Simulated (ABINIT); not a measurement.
**Run report: MgO, optical-spectrum calculation (part 2 of 2)**

Continued. System: MgO (2 atoms in the cell). Method: Kohn-Sham DFT of a periodic cell, PBEsol, PseudoDojo NC SR PBEsol v0.4.1 standard, no spin polarisation (ABINIT 10.8.3); cutoff 1034.03 eV, 8×8×8 k-mesh, fixed occupations. The structure derives from a Materials Project entry.

Geometry of the input (Å; fractional positions):
```
0.0000  2.0970  2.0970
2.0970  0.0000  2.0970
2.0970  2.0970  0.0000
Mg 0.0000  0.0000  0.0000
O  0.5000  0.5000  0.5000
```

Output, continued:
```
 Cartesian components of stress tensor (hartree/bohr^3)
  sigma(1 1)= -3.14077002E-05  sigma(3 2)=  0.00000000E+00
  sigma(2 2)= -3.14077002E-05  sigma(3 1)=  0.00000000E+00
  sigma(3 3)= -3.14077002E-05  sigma(2 1)=  0.00000000E+00

--- !ResultsGS
iteration_state: {dtset: 1, }
comment   : Summary of ground state results
lattice_vectors:
- [  0.0000000,   3.9627583,   3.9627583, ]
- [  3.9627583,   0.0000000,   3.9627583, ]
- [  3.9627583,   3.9627583,   0.0000000, ]
lattice_lengths: [   5.60419,    5.60419,    5.60419, ]
lattice_angles: [ 60.000,  60.000,  60.000, ] # degrees, (23, 13, 12)
lattice_volume:   1.2445798E+02
convergence: {deltae:  1.009E-12, res2:  6.843E-14, residm:  1.471E-16, diffor: null, }
etotal    :  -7.59117477E+01
entropy   :   0.00000000E+00
fermie    :   1.72673464E-01
cartesian_stress_tensor: # hartree/bohr^3
- [ -3.14077002E-05,   0.00000000E+00,   0.00000000E+00, ]
- [  0.00000000E+00,  -3.14077002E-05,   0.00000000E+00, ]
- [  0.00000000E+00,   0.00000000E+00,  -3.14077002E-05, ]
pressure_GPa:   9.2405E-01
xred      :
- [  0.0000E+00,   0.0000E+00,   0.0000E+00, Mg]
- [  5.0000E-01,   5.0000E-01,   5.0000E-01,  O]
cartesian_forces: # hartree/bohr
- [ -0.00000000E+00,  -0.00000000E+00,  -0.00000000E+00, ]
- [ -0.00000000E+00,  -0.00000000E+00,  -0.00000000E+00, ]
force_length_stats: {min:   0.00000000E+00, max:   0.00000000E+00, mean:   0.00000000E+00, }
...

 Integrated electronic density in atomic spheres:
 ------------------------------------------------
 Atom  Sphere_radius  Integrated_density
    1        2.00000          8.41058821
    2        2.00000          6.29622324
================================================================================

 ----iterations are completed or convergence reached----

 Mean square residual over all n,k,spin=   16.776E-19; max=  14.713E-17
 reduced coordinates (array xred) for    2 atoms
       0.000000000000      0.000000000000      0.000000000000
       0.500000000000      0.500000000000      0.500000000000
 rms dE/dt=  0.0000E+00; max dE/dt=  0.0000E+00; dE/dt below (all hartree)
    1       0.000000000000      0.000000000000      0.000000000000
    2       0.000000000000      0.000000000000      0.000000000000

 cartesian coordinates (angstrom) at end:
    1      0.00000000000000     0.00000000000000     0.00000000000000
    2      2.09700139275997     2.09700139275997     2.09700139275997

 cartesian forces (hartree/bohr) at end:
    1     -0.00000000000000    -0.00000000000000    -0.00000000000000
    2     -0.00000000000000    -0.00000000000000    -0.00000000000000
 frms,max,avg= 0.0000000E+00 0.0000000E+00   0.000E+00  0.000E+00  0.000E+00 h/b

 cartesian forces (eV/Angstrom) at end:
    1     -0.00000000000000    -0.00000000000000    -0.00000000000000
    2     -0.00000000000000    -0.00000000000000    -0.00000000000000
 frms,max,avg= 0.0000000E+00 0.0000000E+00   0.000E+00  0.000E+00  0.000E+00 e/A
 length scales=  5.604186557564  5.604186557564  5.604186557564 bohr
              =  2.965607809900  2.965607809900  2.965607809900 angstroms
 Fermi (or HOMO) energy (hartree) =   0.17267   Average Vxc (hartree)=  -0.42978
 Eigenvalues (hartree) for nkpt=  60  k points:
 kpt#   1, nband=  8, wtk=  0.01172, kpt= -0.0625 -0.1250  0.0000 (reduced coord)
  -2.46838   -1.25391   -1.25360   -1.25357   -0.45254    0.14318    0.16829    0.16917
 prteigrs : prtvol=0 or 1, do not print more k-points.

--- !EnergyTerms
iteration_state     : {dtset: 1, }
comment             : Components of total free energy in Hartree
kinetic             :  4.52255761482444E+01
hartree             :  2.05715683171555E+01
xc                  : -1.20508097074966E+01
Ewald energy        : -4.75873828112239E+01
psp_core            :  1.98124622730517E+00
local_psp           : -6.32531299772204E+01
non_local_psp       : -2.07988158868980E+01
total_energy        : -7.59117476901339E+01
total_energy_eV     : -2.06566388700369E+03
band_energy         : -1.26878652322041E+01
...

 Cartesian components of stress tensor (hartree/bohr^3)
  sigma(1 1)= -3.14077002E-05  sigma(3 2)=  0.00000000E+00
  sigma(2 2)= -3.14077002E-05  sigma(3 1)=  0.00000000E+00
  sigma(3 3)= -3.14077002E-05  sigma(2 1)=  0.00000000E+00

-Cartesian components of stress tensor (GPa)         [Pressure=  9.2405E-01 GPa]
- sigma(1 1)= -9.24046442E-01  sigma(3 2)=  0.00000000E+00
- sigma(2 2)= -9.24046442E-01  sigma(3 1)=  0.00000000E+00
- sigma(3 3)= -9.24046442E-01  sigma(2 1)=  0.00000000E+00

================================================================================
== DATASET  2 ==================================================================

--- !DatasetInfo
iteration_state: {dtset: 2, }
dimensions: {natom: 2, nkpt: 60, mband: 20, nsppol: 1, nspinor: 1, nspden: 1, mpw: 1406, }
cutoff_energies: {ecut:  38.0, pawecutdg:  -1.0, }
electrons: {nelect:   1.60000000E+01, charge:   0.00000000E+00, occopt:   1.00000000E+00, tsmear:   1.00000000E-02, }
meta: {optdriver: 0, ionmov: 0, optcell: 0, iscf: -2, paral_kgb: 0, }
...

 mkfilename : getden/=0, take file _DEN from output of DATASET   1.

 Real(R)+Recip(G) space primitive vectors, cartesian coordinates (Bohr,Bohr^-1):
 R(1)=  0.0000000  3.9627583  3.9627583  G(1)= -0.1261747  0.1261747  0.1261747
 R(2)=  3.9627583  0.0000000  3.9627583  G(2)=  0.1261747 -0.1261747  0.1261747
 R(3)=  3.9627583  3.9627583  0.0000000  G(3)=  0.1261747  0.1261747 -0.1261747
 Unit cell volume ucvol=  1.2445798E+02 bohr^3
 Angles (23,13,12)=  6.00000000E+01  6.00000000E+01  6.00000000E+01 degrees

 getcut: wavevector=  0.0000  0.0000  0.0000  ngfft=  32  32  32
         ecut(hartree)=     38.000   => boxcut(ratio)=   2.05769
--------------------------------------------------------------------------------

================================================================================
 Non-SCF case, kpt    1 ( -0.06250 -0.12500  0.00000), residuals and eigenvalues=
  3.71E-13  3.32E-13  4.72E-13  1.38E-13  5.47E-14  2.13E-13  9.48E-14  1.03E-13
  9.72E-13  8.84E-14  3.29E-14  4.73E-14  1.76E-13  8.54E-13  3.30E-13  2.44E-13
  3.37E-13  2.03E-13  3.12E-06  2.29E-04
 -2.4684E+00 -1.2539E+00 -1.2536E+00 -1.2536E+00 -4.5254E-01  1.4318E-01
  1.6829E-01  1.6917E-01  3.8168E-01  6.9356E-01  7.6917E-01  7.6921E-01
  9.0513E-01  9.6886E-01  9.8034E-01  1.0848E+00  1.1052E+00  1.1413E+00
  1.5252E+00  1.5782E+00
 prteigrs : prtvol=0 or 1, do not print more k-points.

--- !ResultsGS
iteration_state: {dtset: 2, }
comment   : Summary of ground state results
lattice_vectors:
- [  0.0000000,   3.9627583,   3.9627583, ]
- [  3.9627583,   0.0000000,   3.9627583, ]
- [  3.9627583,   3.9627583,   0.0000000, ]
lattice_lengths: [   5.60419,    5.60419,    5.60419, ]
lattice_angles: [ 60.000,  60.000,  60.000, ] # degrees, (23, 13, 12)
lattice_volume:   1.2445798E+02
convergence: {deltae:  0.000E+00, res2:  0.000E+00, residm:  9.985E-13, diffor:  0.000E+00, }
etotal    :  -7.59117477E+01
entropy   :   0.00000000E+00
fermie    :   1.72673464E-01
cartesian_stress_tensor: null
pressure_GPa: null
xred      :
- [  0.0000E+00,   0.0000E+00,   0.0000E+00, Mg]
- [  5.0000E-01,   5.0000E-01,   5.0000E-01,  O]
cartesian_forces: null
force_length_stats: {min: null, max: null, mean: null, }
...

 Integrated electronic density in atomic spheres:
 ------------------------------------------------
 Atom  Sphere_radius  Integrated_density
    1        2.00000          8.41058821
    2        2.00000          6.29622324
================================================================================

 ----iterations are completed or convergence reached----

 Mean square residual over all n,k,spin=   32.634E-14; max=  99.850E-14
 reduced coordinates (array xred) for    2 atoms
       0.000000000000      0.000000000000      0.000000000000
       0.500000000000      0.500000000000      0.500000000000

 cartesian coordinates (angstrom) at end:
    1      0.00000000000000     0.00000000000000     0.00000000000000
    2      2.09700139275997     2.09700139275997     2.09700139275997
 length scales=  5.604186557564  5.604186557564  5.604186557564 bohr
              =  2.965607809900  2.965607809900  2.965607809900 angstroms
 Eigenvalues (hartree) for nkpt=  60  k points:
 kpt#   1, nband= 20, wtk=  0.01172, kpt= -0.0625 -0.1250  0.0000 (reduced coord)
  -2.46838   -1.25391   -1.25360   -1.25357   -0.45254    0.14318    0.16829    0.16917
   0.38168    0.69356    0.76917    0.76921    0.90513    0.96886    0.98034    1.08478
   1.10522    1.14128    1.52516    1.57822
 prteigrs : prtvol=0 or 1, do not print more k-points.

================================================================================
== DATASET  3 ==================================================================

--- !DatasetInfo
iteration_state: {dtset: 3, }
dimensions: {natom: 2, nkpt: 60, mband: 16, nsppol: 1, nspinor: 1, nspden: 1, mpw: 1406, }
cutoff_energies: {ecut:  38.0, pawecutdg:  -1.0, }
electrons: {nelect:   1.60000000E+01, charge:   0.00000000E+00, occopt:   1.00000000E+00, tsmear:   1.00000000E-02, }
meta: {optdriver: 8, wfk_task: 7, }
...

 mkfilename : getwfk/=0, take file _WFK from output of DATASET   2.

--------------------------------------------------------------------------------

 Computation of velocity matrix elements (DDK)

 Parameters extracted from the Abinit header:
    ecut:     38.0
    nkpt:    2048
    mband:   20
    nsppol:  1
    nspinor: 1
    useylm:  0
    inclvkb: 2
    bmin: 1, bmax: 20
    Computing diagonal and off-diagonal matrix elements
    Between band index bmin: 1, bmax: 20

== END DATASET(S) ==============================================================
================================================================================

 -outvars: echo values of variables after computation  --------
            acell      5.6041865576E+00  5.6041865576E+00  5.6041865576E+00 Bohr
           etotal1    -7.5911747690E+01
           etotal3     0.0000000000E+00
            fcart1    -0.0000000000E+00 -0.0000000000E+00 -0.0000000000E+00
                      -0.0000000000E+00 -0.0000000000E+00 -0.0000000000E+00
            fcart3     0.0000000000E+00  0.0000000000E+00  0.0000000000E+00
                       0.0000000000E+00  0.0000000000E+00  0.0000000000E+00
            rprim      0.0000000000E+00  7.0710678120E-01  7.0710678120E-01
                       7.0710678120E-01  0.0000000000E+00  7.0710678120E-01
                       7.0710678120E-01  7.0710678120E-01  0.0000000000E+00
           strten1    -3.1407700184E-05 -3.1407700184E-05 -3.1407700184E-05
                       0.0000000000E+00  0.0000000000E+00  0.0000000000E+00
           strten3     0.0000000000E+00  0.0000000000E+00  0.0000000000E+00
                       0.0000000000E+00  0.0000000000E+00  0.0000000000E+00
           xangst      0.0000000000E+00  0.0000000000E+00  0.0000000000E+00
                       2.0970013928E+00  2.0970013928E+00  2.0970013928E+00
             xred      0.0000000000E+00  0.0000000000E+00  0.0000000000E+00
                       5.0000000000E-01  5.0000000000E-01  5.0000000000E-01
 Calculation completed.
```

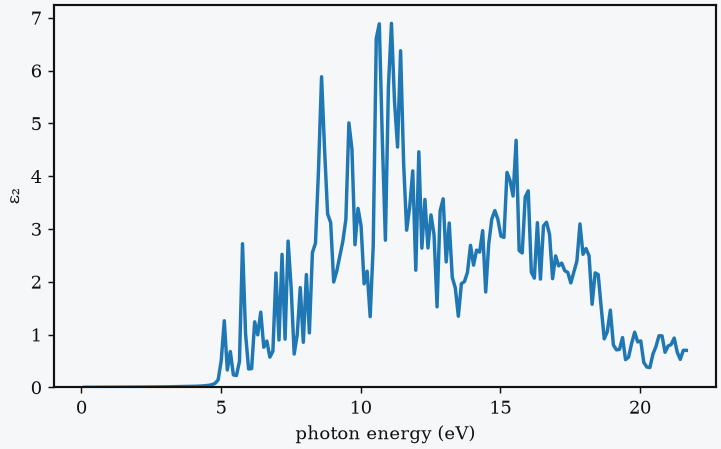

Fig. 1: Imaginary part of the dielectric function (first component that the program prints). The highest peak, 6.9, lies at 11.10 eV.

Summary:

```csv
quantity,value
outcome,converged
space group (tolerance 0.01 Å),Fm-3m (225)
electrons treated,16
free energy,−2065.6639 eV
Fermi energy of the self-consistent step,4.699 eV
pressure,0.92 GPa
largest force (length of the vector),under 0.001 eV/Å
wall time,82 s
peak memory,1.1 GiB
```
